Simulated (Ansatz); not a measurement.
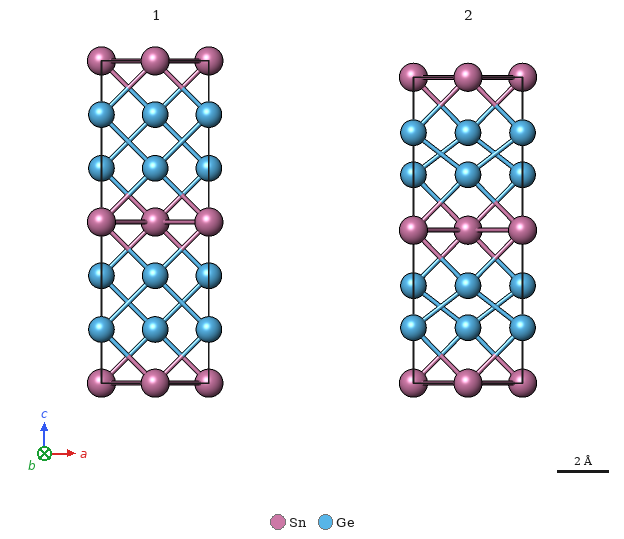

Two geometries of solid SnGe2 (a generated structure, set up in Fmmm) (coarse preliminary run), drawn at one scale. One is the start of a relaxation, the other its converged end. The picture is a ball-and-stick view of the conventional cell (4 times the calculation's cell), seen along the b axis. Lengths and directions refer to the drawn axes.

All numbers below come from Ansatz, DFT PBE, scalar-relativistic, plane waves, PAW. Settings: plane-wave cutoff 420 eV; k-point mesh 6 × 6 × 6; occupations gaussian; smearing width 0.1 eV; no spin polarisation; cell and atoms relaxed; force threshold 0.04 eV/Å; at most 70 steps.

### Which geometry has the lower energy?

Structure 2 is the relaxed one. The energy falls by 69.3 meV per atom in 3 accepted moves (5 points after the start). The largest force component goes from 0.63 to 0.0031 eV/Å. Pressure: 1.01 GPa at the start and 0.07 GPa at the end. The line search rejected the trial step at point 2 of the run. The SCF was repeated once at an unchanged geometry on a basis and grid sized afresh for the cell, which shifted the energy by less than 0.05 meV per atom at most. The largest moves relative to the cell, 0.18 Å, are those of Ge atoms. Sn stays in place. The drawn cell changes at constant volume: a 4.294 → 4.360 Å (+1.5 %), b 4.820 → 5.003 Å (+3.8 %), c 12.881 → 12.226 Å (−5.1 %). Some distances before and after: Ge–Ge 3.036 → 2.753 Å, Sn–Sn 3.227 → 3.318 Å, Ge–Sn 3.036 → 3.108 Å. The space group stays Fmmm (No. 69). The run took 19 s on 1 thread of Intel(R) Xeon(R) Platinum 8488C (Sapphire Rapids), on a shared host, peak memory 0.45 GiB.
